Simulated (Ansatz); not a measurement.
# C: geometry relaxation (part 1 of 5)

- system: C (defect cell, 63 atoms in the cell)
- method: DFT PBE, scalar-relativistic, plane waves, PAW, spin-polarised (Ansatz 0.2.0)

The structure derives from an entry of the Crystallography Open Database.

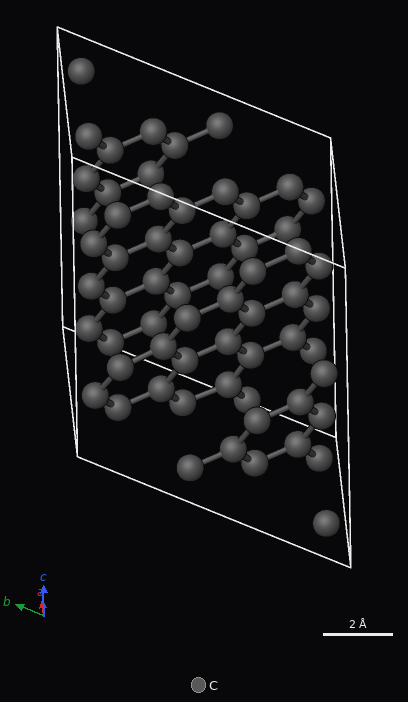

Figure 1. The structure as given in the input (ball-and-stick view of the cell of the calculation, seen at an oblique angle). An atom can appear more than once, as a periodic image. Near neighbours in the periodic cell (some may lie outside the picture): C has 3 C at 1.33 to 1.52 Å; C has 2 C at 1.33 to 1.49 Å.

### Key numbers

```csv
quantity,value
outcome,converged
electrons treated,252
free energy,−15800.6366 eV
Fermi energy,6.708 eV
net moment of the cell,1.57 μB
integrated absolute moment,2.07 μB
final volume,559.52 Å³
largest force (length of the vector) at the end,0.027 eV/Å
hardware,"4 threads of Arm Neoverse N1, 98 GiB of memory available, shared host"
wall time,38 min (CPU time 2.4 h)
peak memory,3.7 GiB
```

### The input
```yaml
crystal:
  lattice:
    - [-4.912115, -2.836011, 6.694023]
    - [4.912115, -2.836011, 6.694023]
    - [0.0, 5.672022, 6.694023]
  atoms:
    - { symbol: C, position: [0.418, 0.168, 0.168] }
    - { symbol: C, position: [0.659646826, 0.4085173511, 0.1730927415], spin: 0.5 }
    - { symbol: C, position: [0.918, 0.668, 0.168] }
    - { symbol: C, position: [0.6664337289, 0.1673623202, 0.4170207772], spin: 0.5 }
    - { symbol: C, position: [0.918, 0.418, 0.418] }
    - { symbol: C, position: [0.918, 0.168, 0.668] }
    - { symbol: C, position: [0.168, 0.418, 0.168] }
    - { symbol: C, position: [0.418, 0.668, 0.168] }
    - { symbol: C, position: [0.668, 0.918, 0.168] }
    - { symbol: C, position: [0.168, 0.168, 0.418] }
    - { symbol: C, position: [0.418, 0.418, 0.418] }
    - { symbol: C, position: [0.668, 0.668, 0.418] }
    - { symbol: C, position: [0.9155074888, 0.9167561744, 0.4195325526], spin: 0.5 }
    - { symbol: C, position: [0.418, 0.168, 0.668] }
    - { symbol: C, position: [0.668, 0.418, 0.668] }
    - { symbol: C, position: [0.918, 0.668, 0.668] }
    - { symbol: C, position: [0.668, 0.168, 0.918] }
    - { symbol: C, position: [0.9186789129, 0.4118909478, 0.923336999], spin: 0.5 }
    - { symbol: C, position: [0.1637942766, 0.9227613142, 0.1619487099], spin: 0.5 }
    - { symbol: C, position: [0.168, 0.668, 0.418] }
    - { symbol: C, position: [0.418, 0.918, 0.418] }
    - { symbol: C, position: [0.168, 0.418, 0.668] }
    - { symbol: C, position: [0.418, 0.668, 0.668] }
    - { symbol: C, position: [0.668, 0.918, 0.668] }
    - { symbol: C, position: [0.1726715734, 0.1641700964, 0.920538963], spin: 0.5 }
    - { symbol: C, position: [0.418, 0.418, 0.918] }
    - { symbol: C, position: [0.668, 0.668, 0.918] }
    - { symbol: C, position: [0.918, 0.918, 0.918] }
    - { symbol: C, position: [0.168, 0.918, 0.668] }
    - { symbol: C, position: [0.168, 0.668, 0.918] }
    - { symbol: C, position: [0.418, 0.918, 0.918] }
    - { symbol: C, position: [0.582, 0.082, 0.082] }
    - { symbol: C, position: [0.8337438554, 0.3325256871, 0.0747095635], spin: 0.5 }
    - { symbol: C, position: [0.8296870016, 0.0856232135, 0.3311931638], spin: 0.5 }
    - { symbol: C, position: [0.0790003427, 0.0834203494, 0.0830328031], spin: 0.5 }
    - { symbol: C, position: [0.332, 0.332, 0.082] }
    - { symbol: C, position: [0.582, 0.582, 0.082] }
    - { symbol: C, position: [0.832, 0.832, 0.082] }
    - { symbol: C, position: [0.332, 0.082, 0.332] }
    - { symbol: C, position: [0.5831733798, 0.3280967853, 0.3342766872] }
    - { symbol: C, position: [0.832, 0.582, 0.332] }
    - { symbol: C, position: [0.582, 0.082, 0.582] }
    - { symbol: C, position: [0.832, 0.332, 0.582] }
    - { symbol: C, position: [0.832, 0.082, 0.832] }
    - { symbol: C, position: [0.082, 0.582, 0.082] }
    - { symbol: C, position: [0.332, 0.832, 0.082] }
    - { symbol: C, position: [0.082, 0.332, 0.332] }
    - { symbol: C, position: [0.332, 0.582, 0.332] }
    - { symbol: C, position: [0.582, 0.832, 0.332] }
    - { symbol: C, position: [0.082, 0.082, 0.582] }
    - { symbol: C, position: [0.332, 0.332, 0.582] }
    - { symbol: C, position: [0.582, 0.582, 0.582] }
    - { symbol: C, position: [0.832, 0.832, 0.582] }
    - { symbol: C, position: [0.332, 0.082, 0.832] }
    - { symbol: C, position: [0.582, 0.332, 0.832] }
    - { symbol: C, position: [0.832, 0.582, 0.832] }
    - { symbol: C, position: [0.077399848, 0.8326909188, 0.3261476104] }
    - { symbol: C, position: [0.082, 0.582, 0.582] }
    - { symbol: C, position: [0.332, 0.832, 0.582] }
    - { symbol: C, position: [0.0732686496, 0.3377393378, 0.8319371802] }
    - { symbol: C, position: [0.332, 0.582, 0.832] }
    - { symbol: C, position: [0.582, 0.832, 0.832] }
    - { symbol: C, position: [0.082, 0.832, 0.832] }
magnetization:
  spin_polarized: true
basis:
  ecutwfc: 420
  fft_grid_basis: typed
kpoints:
  mp_grid: { grid: [3, 3, 3] }
hamiltonian:
  xc: pbe
  pseudopotentials: { kind: paw }
scf:
  occupations: { method: gaussian, width: 0.05 }
output:
  forces: true
  stress: false
  eigenvalues: false
  bader: false
  write_density: false
  volumetric_format: npy
  populations: true
relax:
  adjacent_minimum: "off"
  max_steps: 30
  f_tol: 0.05
```

Launched with:
```bash
ansatz run input.yaml --threads 4 --pin off --max-ram 10240MiB --backend cpu --events-out ev --progress --plain --runs-dir out
```

### Log
```
settings of this run that can trade accuracy for cost: output.eigenvalues: false. Do not mix this run's numbers with those of runs without the same settings; the input reference describes each key
Engine: ansatz 0.2.0, aarch64-unknown-linux-gnu
Pseudopotentials: kind: paw
Pseudopotential: C, paw, valence charge 4, recommended cutoff 420 eV (normal), C.paw.azcp
Functional definition: PBE
  parameter kappa = 0.804
  parameter beta = 0.06672455060314922
  exchange = pbe_x(kappa = kappa, mu = beta*pi^2/3)
  correlation = pbe_c(beta = beta)
Crystal: 63 atoms, lattice volume = 559.519 Å³
Basis set: ecut = 420 eV, 10931 PW (Γ), exchange–correlation on 120×120×120 points (8 copies of the dense FFT grid, shifted against one another)
Bands: 192, of which v1, the nominal top of the filled ones, is band 126 counted from 1 (125 counted from 0)
Symmetry: 1 space group operations
Space group: P1 (ITA 1), of the structure as read, at distance tolerance 8.2e-5 Å
Magnetic group: BNS 1.1 (UNI 1), of the structure as read, at distance tolerance 8.2e-5 Å
k-points: 14 of 27 (time reversal used)
Non-local potential: C, projectors of the file, l = 0: 2, l = 1: 2, l = 2: 1
PAW form: soft (Blöchl's): semilocal exchange-correlation on the pseudo side does not see the compensation charge
PAW one-centre angular grid: C, 110 points (default); XC on 64 Gauss nodes
Initial density: superposition of atomic densities (chi_scale 0.1, normalization cell)
Starting moments: Σ|m| = 4.5 μB on 9 of 63 sites
Initial wavefunctions: pseudopotential atomic-orbital guess
Functional: x = pbe(κ = 0.804, μ = 0.2195149727645171), c = pbe(β = 0.06672455060314922)
SCF iter   1: F=—  HF=-15830.795376 eV  |F-HF|=—  |Δ(HF+E_count)|=         —  Δρ=6.86e-2 (↑6.44e-2 ↓6.86e-2)  dr2=8.64e1  dr2_m=7.36e-1  M=0.149 μB ∫|m|=0.858 μB  β_m=0.30  ethr=3.10e-3  ⟨swp⟩=6.0  Hψ=23814  notcnv=0  defer=838
preconditioner: auto → Resta (q_TF=auto, 2.389 Å⁻¹)  ε∞=3.4  [insulator: Δε(μ)=0.051 eV  Ē_g=16.157 eV  σ=0.050 eV  W_gap=0.53  n_scr=130 (ndim 8)  ℏωp=24.9 eV  f_vac=0.000  D(μ)=6.51/eV (n_scr^D=20)  ε∞_Penn≈3.4]
spin=Collinear: Resta preconditioning applied to the charge; magnetization (m = ρ↑ − ρ↓) channel mixes plain (no charge-response kernel on spin).
SCF iter   2: F=—  HF=-15814.720466 eV  |F-HF|=—  |Δ(HF+E_count)|=    1.61e1  Δρ=4.75e-2 (↑4.58e-2 ↓4.75e-2)  dr2=4.23e1  dr2_m=4.20e-1  M=1.772 μB ∫|m|=1.869 μB  β_m=0.30  ethr=3.10e-3  ⟨swp⟩=2.0  Hψ=9613  notcnv=0  defer=1668
preconditioner: auto → Kerker (q_TF=auto, 2.389 Å⁻¹)  [metal: Δε(μ)=0.027 eV  Ē_g=16.016 eV  σ=0.050 eV  W_gap=0.30  n_scr=130 (ndim 8)  ℏωp=24.9 eV  f_vac=0.000  D(μ)=9.20/eV (n_scr^D=50)]
spin=Collinear: Kerker preconditioning applied to the charge; magnetization (m = ρ↑ − ρ↓) channel mixes plain (no charge-response kernel on spin).
SCF iter   3: F=—  HF=-15800.247771 eV  |F-HF|=—  |Δ(HF+E_count)|=    1.45e1  Δρ=2.00e-2 (↑2.00e-2 ↓1.56e-2)  dr2=9.33e0  dr2_m=3.86e-1  M=2.222 μB ∫|m|=2.301 μB  β_m=0.30  ethr=3.10e-3  ⟨swp⟩=2.2  Hψ=8238  notcnv=0  defer=1664
SCF iter   4: F=—  HF=-15798.569804 eV  |F-HF|=—  |Δ(HF+E_count)|=    1.68e0  Δρ=7.86e-3 (↑7.86e-3 ↓7.62e-3)  dr2=1.10e0  dr2_m=1.28e-1  M=1.309 μB ∫|m|=1.450 μB  β_m=0.30  ethr=3.10e-3  ⟨swp⟩=3.0  Hψ=8797  notcnv=0  defer=1661
SCF iter   5: F=—  HF=-15798.528717 eV  |F-HF|=—  |Δ(HF+E_count)|=   4.11e-2  Δρ=6.32e-3 (↑6.32e-3 ↓5.71e-3)  dr2=5.17e-1  dr2_m=7.36e-2  M=1.181 μB ∫|m|=1.322 μB  β_m=0.30  ethr=4.38e-4  ⟨swp⟩=2.0  Hψ=4747  notcnv=0  defer=1661
SCF iter   6: F=—  HF=-15798.686701 eV  |F-HF|=—  |Δ(HF+E_count)|=   1.58e-1  Δρ=3.49e-3 (↑3.13e-3 ↓3.49e-3)  dr2=1.36e-1  dr2_m=3.54e-2  M=1.156 μB ∫|m|=1.293 μB  β_m=0.30  ethr=2.05e-4  ⟨swp⟩=2.3  Hψ=6770  notcnv=0  defer=1661
SCF iter   7: F=—  HF=-15798.705488 eV  |F-HF|=—  |Δ(HF+E_count)|=   1.88e-2  Δρ=2.61e-3 (↑2.46e-3 ↓2.61e-3)  dr2=3.44e-2  dr2_m=2.61e-2  M=1.111 μB ∫|m|=1.266 μB  β_m=0.30  ethr=5.38e-5  ⟨swp⟩=1.9  Hψ=3773  notcnv=0  defer=1661
SCF iter   8: F=—  HF=-15798.727404 eV  |F-HF|=—  |Δ(HF+E_count)|=   2.19e-2  Δρ=2.18e-3 (↑2.18e-3 ↓1.91e-3)  dr2=1.36e-2  dr2_m=1.81e-2  M=1.070 μB ∫|m|=1.248 μB  β_m=0.30  ethr=1.37e-5  ⟨swp⟩=1.7  Hψ=5837  notcnv=0  defer=1661
SCF iter   9: F=—  HF=-15798.742378 eV  |F-HF|=—  |Δ(HF+E_count)|=   1.50e-2  Δρ=1.71e-3 (↑1.71e-3 ↓1.40e-3)  dr2=5.48e-3  dr2_m=1.16e-2  M=1.044 μB ∫|m|=1.245 μB  β_m=0.30  ethr=5.41e-6  ⟨swp⟩=2.0  Hψ=6349  notcnv=0  defer=1661
SCF iter  10: F=—  HF=-15798.748393 eV  |F-HF|=—  |Δ(HF+E_count)|=   6.01e-3  Δρ=1.25e-3 (↑1.12e-3 ↓1.25e-3)  dr2=1.56e-3  dr2_m=7.00e-3  M=1.035 μB ∫|m|=1.255 μB  β_m=0.30  ethr=2.17e-6  ⟨swp⟩=2.1  Hψ=6883  notcnv=0  defer=1661
Mixer restart at iter 10: flushing history
spin-set hold released at iteration 10 (site moments contracting): the magnetisation degrees of freedom join the quasi-Newton model from the next iteration; the mixer history was flushed
SCF iter  11: F=—  HF=-15798.751970 eV  |F-HF|=—  |Δ(HF+E_count)|=   3.58e-3  Δρ=9.75e-4 (↑9.75e-4 ↓9.71e-4)  dr2=9.91e-4  dr2_m=4.75e-3  M=1.036 μB ∫|m|=1.274 μB  β_m=0.65  ethr=6.18e-7  ⟨swp⟩=2.0  Hψ=6370  notcnv=0  defer=1661
SCF iter  12: F=—  HF=-15798.759211 eV  |F-HF|=—  |Δ(HF+E_count)|=   7.24e-3  Δρ=4.43e-4 (↑2.61e-4 ↓4.43e-4)  dr2=9.21e-4  dr2_m=5.60e-4  M=1.029 μB ∫|m|=1.335 μB  β_m=0.72  ethr=3.93e-7  ⟨swp⟩=3.0  Hψ=9828  notcnv=0  defer=1661
SCF iter  13: F=—  HF=-15798.760547 eV  |F-HF|=—  |Δ(HF+E_count)|=   1.34e-3  Δρ=4.83e-4 (↑4.83e-4 ↓1.99e-4)  dr2=1.49e-3  dr2_m=5.14e-4  M=1.067 μB ∫|m|=1.408 μB  β_m=0.86  ethr=3.65e-7  ⟨swp⟩=2.9  Hψ=7653  notcnv=0  defer=1661
SCF iter  14: F=—  HF=-15798.760985 eV  |F-HF|=—  |Δ(HF+E_count)|=   4.38e-4  Δρ=4.46e-4 (↑4.46e-4 ↓1.55e-4)  dr2=1.55e-3  dr2_m=3.55e-4  M=1.089 μB ∫|m|=1.444 μB  β_m=0.93  ethr=3.65e-7  ⟨swp⟩=2.0  Hψ=6715  notcnv=0  defer=1661
SCF iter  15: F=—  HF=-15798.761380 eV  |F-HF|=—  |Δ(HF+E_count)|=   3.95e-4  Δρ=2.54e-4 (↑2.54e-4 ↓6.01e-5)  dr2=4.86e-4  dr2_m=1.07e-4  M=1.111 μB ∫|m|=1.502 μB  β_m=0.97  ethr=3.65e-7  ⟨swp⟩=2.5  Hψ=7456  notcnv=0  defer=1661
SCF iter  16: F=—  HF=-15798.761506 eV  |F-HF|=—  |Δ(HF+E_count)|=   1.27e-4  Δρ=8.65e-5 (↑8.65e-5 ↓7.82e-5)  dr2=6.46e-5  dr2_m=2.72e-5  M=1.122 μB ∫|m|=1.533 μB  β_m=0.98  ethr=1.93e-7  ⟨swp⟩=2.4  Hψ=7184  notcnv=0  defer=1661
SCF iter  17: F=—  HF=-15798.761608 eV  |F-HF|=—  |Δ(HF+E_count)|=   1.01e-4  Δρ=1.42e-4 (↑1.42e-4 ↓2.34e-5)  dr2=1.60e-4  dr2_m=3.02e-5  M=1.125 μB ∫|m|=1.556 μB  β_m=0.99  ethr=2.48e-8  ⟨swp⟩=4.1  Hψ=15171  notcnv=0
SCF iter  18: F=—  HF=-15798.761637 eV  |F-HF|=—  |Δ(HF+E_count)|=   2.91e-5  Δρ=7.65e-5 (↑7.65e-5 ↓3.31e-5)  dr2=4.98e-5  dr2_m=9.67e-6  M=1.125 μB ∫|m|=1.565 μB  β_m=1.00  ethr=2.48e-8  ⟨swp⟩=2.0  Hψ=16234  notcnv=0
SCF iter  19: F=—  HF=-15798.761648 eV  |F-HF|=—  |Δ(HF+E_count)|=   1.12e-5  Δρ=3.74e-5 (↑3.74e-5 ↓1.38e-5)  dr2=1.11e-5  dr2_m=2.60e-6  M=1.126 μB ∫|m|=1.570 μB  β_m=1.00  ethr=1.98e-8  ⟨swp⟩=4.0  Hψ=12778  notcnv=0
SCF iter  20: F=—  HF=-15798.761652 eV  |F-HF|=—  |Δ(HF+E_count)|=   4.44e-6  Δρ=1.77e-5 (↑1.77e-5 ↓1.29e-5)  dr2=3.32e-6  dr2_m=8.35e-7  M=1.124 μB ∫|m|=1.569 μB  β_m=1.00  ethr=4.41e-9  ⟨swp⟩=3.5  Hψ=11963  notcnv=0
SCF iter  21: F=-15798.761653 eV  HF=-15798.761654 eV  |F-HF|=9.35e-7  |Δ(HF+E_count)|=   1.20e-6  Δρ=1.16e-5 (↑1.16e-5 ↓5.99e-6)  dr2=1.41e-6  dr2_m=2.76e-7  M=1.123 μB ∫|m|=1.566 μB  ethr=1.32e-9  ⟨swp⟩=3.0  Hψ=10227  notcnv=0
SCF 1 converged in 21 iterations: F = -15798.761653 eV  dr2 = 1.41e-6
  greatest PAW one-centre occupation: 0.708 electrons in one spin orbital (limit 2), on the C atom at site 33 (counted from 0), in its partial waves of l = 0
relax step   1: F+E_penalty+E_count = -15798.76165266 eV  Δ(F+E_penalty+E_count) = +0.000e0 eV  max|allowed force component| = 5.824e0 eV/Å  Δτ_max = 0.0000 Å  (21 SCF iters, dr2 threshold 6.25e-5 eV, accepted)
Initial density: handed on by an earlier stage of this run
Starting moments: Σ|m| = 4.5 μB on 9 of 63 sites; this step starts from the density that it was given
Initial wavefunctions: those handed on with the density
iter 1 solved again at ethr=4.73e-4 eV; its pass at ethr=3.10e-3 eV (dr2=1.19e0 eV) is discarded
SCF iter   1: F=—  HF=-15800.537797 eV  |F-HF|=—  |Δ(HF+E_count)|=         —  Δρ=8.93e-3 (↑8.57e-3 ↓8.93e-3)  dr2=1.18e0  dr2_m=1.03e-2  M=1.146 μB ∫|m|=1.584 μB  β_m=0.30  ethr=4.73e-4  ⟨swp⟩=1.0  Hψ=20411  notcnv=0  defer=1641
preconditioner: auto → Kerker (q_TF=auto, 2.389 Å⁻¹)  [metal: Δε(μ)=0.009 eV  Ē_g=15.626 eV  σ=0.050 eV  W_gap=0.10  n_scr=130 (ndim 8)  ℏωp=24.9 eV  f_vac=0.010  D(μ)=7.51/eV (n_scr^D=32)]
spin=Collinear: Kerker preconditioning applied to the charge; magnetization (m = ρ↑ − ρ↓) channel mixes plain (no charge-response kernel on spin).
SCF iter   2: F=—  HF=-15800.383301 eV  |F-HF|=—  |Δ(HF+E_count)|=   1.54e-1  Δρ=6.26e-3 (↑5.93e-3 ↓6.26e-3)  dr2=5.81e-1  dr2_m=5.21e-3  M=1.137 μB ∫|m|=1.578 μB  β_m=0.63  ethr=4.68e-4  ⟨swp⟩=1.3  Hψ=3738  notcnv=0  defer=1641
SCF iter   3: F=—  HF=-15800.236417 eV  |F-HF|=—  |Δ(HF+E_count)|=   1.47e-1  Δρ=1.23e-3 (↑1.23e-3 ↓9.20e-4)  dr2=3.40e-2  dr2_m=6.00e-4  M=1.152 μB ∫|m|=1.579 μB  β_m=0.56  ethr=2.31e-4  ⟨swp⟩=2.0  Hψ=6479  notcnv=0  defer=1643
SCF iter   4: F=—  HF=-15800.231866 eV  |F-HF|=—  |Δ(HF+E_count)|=   4.55e-3  Δρ=2.88e-4 (↑2.88e-4 ↓2.62e-4)  dr2=2.66e-3  dr2_m=7.95e-5  M=1.153 μB ∫|m|=1.589 μB  β_m=0.62  ethr=1.35e-5  ⟨swp⟩=2.0  Hψ=6796  notcnv=0  defer=1643
SCF iter   5: F=—  HF=-15800.231737 eV  |F-HF|=—  |Δ(HF+E_count)|=   1.29e-4  Δρ=1.53e-4 (↑1.50e-4 ↓1.53e-4)  dr2=1.08e-3  dr2_m=2.38e-5  M=1.153 μB ∫|m|=1.593 μB  β_m=0.81  ethr=1.05e-6  ⟨swp⟩=2.1  Hψ=6470  notcnv=0  defer=1646
SCF iter   6: F=—  HF=-15800.231581 eV  |F-HF|=—  |Δ(HF+E_count)|=   1.57e-4  Δρ=1.08e-4 (↑1.08e-4 ↓6.59e-5)  dr2=2.39e-4  dr2_m=1.41e-5  M=1.164 μB ∫|m|=1.610 μB  β_m=0.89  ethr=4.28e-7  ⟨swp⟩=2.0  Hψ=5734  notcnv=0  defer=1646
SCF iter   7: F=—  HF=-15800.231590 eV  |F-HF|=—  |Δ(HF+E_count)|=   9.17e-6  Δρ=9.05e-5 (↑9.05e-5 ↓4.25e-5)  dr2=1.19e-4  dr2_m=9.59e-6  M=1.161 μB ∫|m|=1.614 μB  β_m=0.84  ethr=9.50e-8  ⟨swp⟩=2.0  Hψ=6792  notcnv=0  defer=1646
iter 8 did not close the SCF: its close was put off for a magnetic moment that had not settled (scf_convergence_deferred on its scf_iter line)
SCF iter   8: F=-15800.231594 eV  HF=-15800.231601 eV  |F-HF|=6.49e-6  |Δ(HF+E_count)|=   1.07e-5  Δρ=4.09e-5 (↑4.09e-5 ↓2.20e-5)  dr2=1.92e-5  dr2_m=2.88e-6  M=1.169 μB ∫|m|=1.625 μB  β_m=0.86  ethr=3.97e-8  ⟨swp⟩=2.0  Hψ=14777  notcnv=0
SCF iter   9: F=-15800.231606 eV  HF=-15800.231607 eV  |F-HF|=1.02e-6  |Δ(HF+E_count)|=   6.53e-6  Δρ=1.98e-5 (↑1.98e-5 ↓1.19e-5)  dr2=3.59e-6  dr2_m=7.94e-7  M=1.169 μB ∫|m|=1.629 μB  ethr=7.62e-9  ⟨swp⟩=1.4  Hψ=11874  notcnv=0
SCF 2 converged in 9 iterations: F = -15800.231606 eV  dr2 = 3.59e-6
  greatest PAW one-centre occupation: 0.714 electrons in one spin orbital (limit 2), on the C atom at site 33 (counted from 0), in its partial waves of l = 0
```
